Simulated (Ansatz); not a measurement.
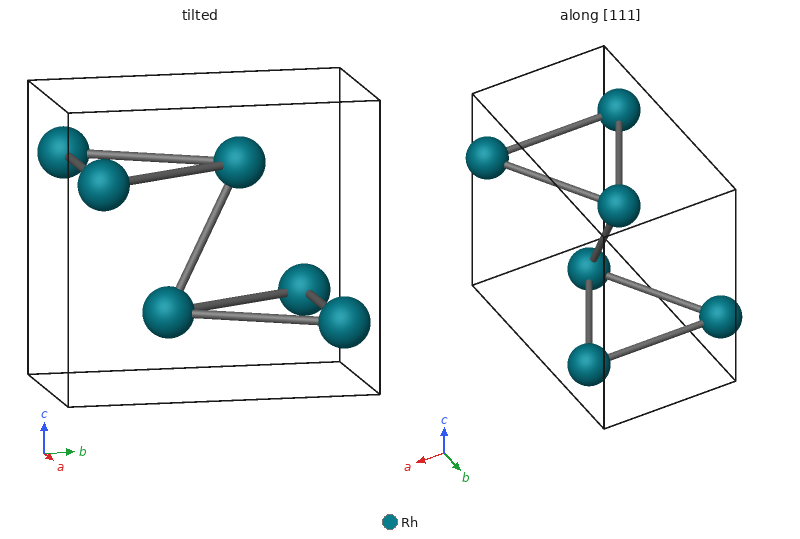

Figure: ball-and-stick view slightly off an axis and along [111]. The parallelepiped is the conventional unit cell. Cell: a = 2.731 Å, b = 4.730 Å, c = 4.428 Å, α = 90.00°, β = 90.00°, γ = 90.00°.

- The element is rhodium.
- The structure has Cmcm (No. 63) symmetry and a base-centred orthorhombic lattice.
- The cell holds four atoms.
- Taking every contact within bonding distance, one finds Rh 8. Not all metal-metal contacts are counted.

The starting point was a structure listed in the Materials Project. Earlier steps of the study may have refined or changed the cell and positions. It was set up as input for a calculation with Ansatz.
